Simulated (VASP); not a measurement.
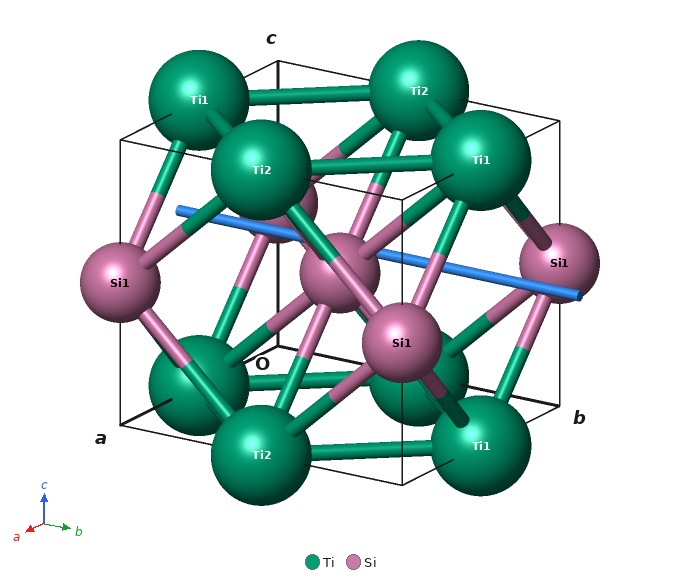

The coloured rod is the axis of a symmetry operation of the crystal. Crystal: TiSi, a cell listed in the Materials Project, as set up for an electronic-structure calculation. All values are computed from the atomic coordinates in the standard setting (tolerance 0.002 Å).

a = 3.632 Å, b = 4.235 Å, c = 3.804 Å, α = 90.00°, β = 90.00°, γ = 90.00°.

| atom | x | y | z |
| --- | --- | --- | --- |
| Ti1 | 0.5000 | 0.0000 | 0.0000 |
| Si1 | 0.0000 | 0.0000 | 0.5000 |
| Ti2 | 0.0000 | 0.5000 | 0.0000 |
| Si2 | 0.5000 | 0.5000 | 0.5000 |

Take the operation x, y, z → −x+1/2, y+1/2, −z+1.

> What kind of operation is it, and where does it lie?

It is a 2₁ screw rotation with translation (0, 1/2, 0), about the line along [0 1 0] through (1/4, 1/2, 1/2).

> Onto which atom does it carry each atom (up to whole multiples of a, b and c)?

Ti1 → Ti2, Si1 → Si2, Ti2 → Ti1, Si2 → Si1.

> What is the crystal's space group?

Cmmm (No. 65).
